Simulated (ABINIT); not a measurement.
**Geometry relaxation, with input and output: Sn (part 3 of 3)**

Continued. System: Sn (Fd-3m, 2 atoms in the cell). Method: Kohn-Sham DFT of a periodic cell, PBE, Ansatz PAW PBE default generated set, frozen core, no spin polarisation (ABINIT 10.8.3); cutoff 419.06 eV, 7×7×7 k-mesh, fermi-dirac of 0.05 eV. The structure derives from an entry of the Crystallography Open Database.

Geometry of the input (Å; fractional positions):
```
0.0000  3.2333  3.2333
3.2333  0.0000  3.2333
3.2333  3.2333  0.0000
Sn 0.7500  0.7500  0.7500
Sn 0.5000  0.5000  0.5000
```

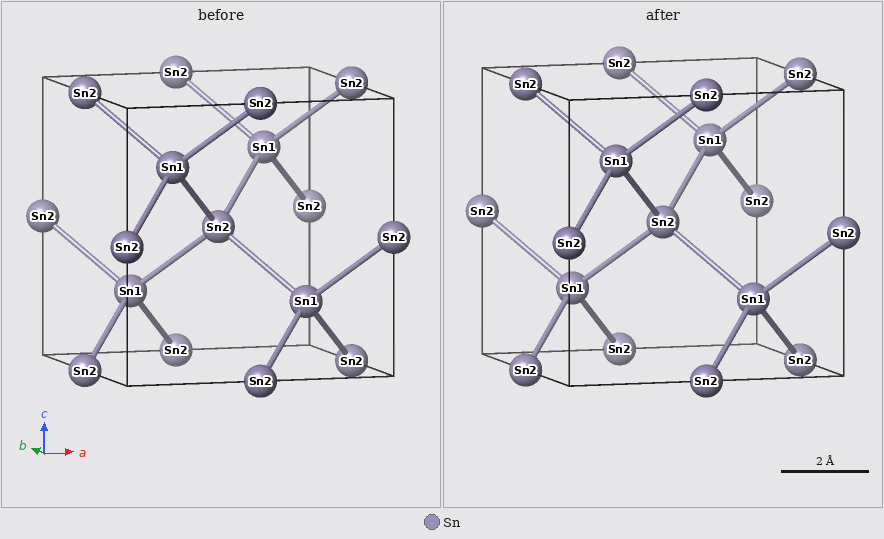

*Before (left) and after (right) the relaxation, at one scale (ball-and-stick view of the cell 4 times as large as that of the calculation, set on its symmetry axes, seen slightly off an axis).*

Over 4 geometry steps the energy falls by 33.6 meV per atom. All forces vanish by symmetry, so only the cell relaxes. No atom moves by more than 0.005 Å relative to the cell. The drawn cell changes as follows: a = b = c 6.467 → 6.657 Å (+2.9 %); the volume changes by +9.1 %. Among the contacts that change: Sn1–Sn2 2.800 → 2.883 Å. The space group stays Fd-3m (No. 227). (Atoms are counted from 1 in the order of the input.)

**Key numbers**

| quantity | value |
| --- | --- |
| outcome | converged |
| space group (tolerance 0.01 Å) | Fd-3m (227) |
| electrons treated | 28 |
| free energy | −3793.7569 eV |
| Fermi energy | 0.523 eV |
| gap on the k-point mesh | none (metallic) |
| pressure | 0.00 GPa |
| final volume | 73.76 Å³ |
| largest force (length of the vector) at the end | under 0.001 eV/Å |
| final cell | a = 4.707 Å, b = 4.707 Å, c = 4.707 Å, α = 60.00°, β = 60.00°, γ = 60.00° |
| hardware | 1 thread of Arm Neoverse V2, 24 GiB of memory available, shared host |
| wall time | 2.5 min |
| peak memory | 0.27 GiB |
